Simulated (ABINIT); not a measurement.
## SiC (P6_3mc): refractive index against wavelength

The refractive index of SiC (P6_3mc) along x below the direct gap (4.08 eV on the mesh) is read from one computed spectrum, n = √(Re ε). x, y and z are the Cartesian axes of the input cell.

Cell: a, b, c = 3.076, 3.076, 5.048 Å (primitive vectors), 4 atoms.

Method: ABINIT 10.8.3, PBE, independent particles, k-mesh 12×12×6, Lorentzian half width 0.05 eV.

Launch of the response step: `optic optic.abi`. The run took 32 s, its band step included, on 4 threads of Intel(R) Xeon(R) 6975P-C (Granite Rapids), on a shared host.

```
wavelength (nm)  photon energy E (eV)       n
           1310                 0.946  2.6733
           1064                 1.165  2.6835
            850                 1.459  2.7008
            700                 1.771  2.7243
            633                 1.959  2.7412
            532                 2.331       ?
            450                 2.755  2.8406
```

In the single-oscillator model n² − 1 = E₀E_d/(E₀² − E²), so 1/(n² − 1) = E₀/E_d − E²/(E₀E_d) is linear in E².

Working, on the rows shown:

| x = E² (eV²) | y = 1/(n² − 1) |
| --- | --- |
| 0.895757 | 0.162693 |
| 1.35784 | 0.16126 |
| 2.12762 | 0.158873 |
| 3.13716 | 0.155719 |
| 3.83641 | 0.153511 |
| 7.59115 | 0.141463 |

Means: x̄ = 3.1577, ȳ = 0.15559. Σ(x − x̄)(y − ȳ) = -0.0937, Σ(x − x̄)² = 29.53. Slope = -0.0937 / 29.53 = -0.003173; intercept = ȳ − slope · x̄ = 0.1656. Turned back into n, the line misses the rows shown by at most 0.00061.

Question: Predict the last column of the withheld row from the fit.

Answer: At x = 5.4314 the line gives y = 0.14837, that is 2.7820. The run gave 2.7815, so the interpolation is off by 0.00055, 0.3 % of the range in the table.

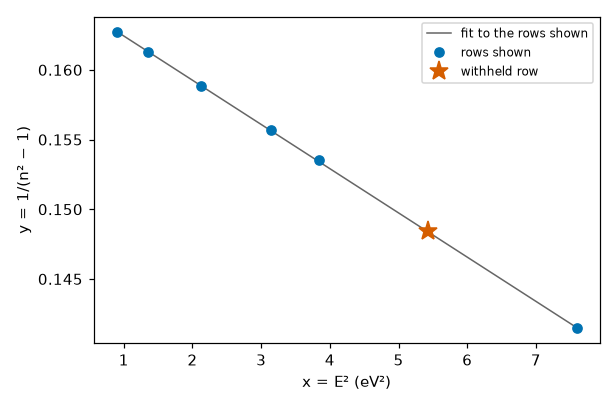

Refitted with all rows, the slope is -0.003169 and the intercept 0.1656. These give E₀ = √(intercept/−slope) = 7.23 eV and E_d = E₀/intercept = 43.7 eV; E₀ is 1.8 times the direct gap. The electronic limit at long wavelengths, without lattice vibrations, is n = √(1 + 1/intercept) = 2.653. Excitons are left out and so are local fields; PBE gaps are as a rule too small. The values come from a sum over the points of one k-mesh and carry its error, which grows as the direct gap shrinks.

[Logs are printed without paths, hosts, clocks, repeated set-up lines and the standing remarks that a program may print on its own settings, such as how far it seeks lower states.]
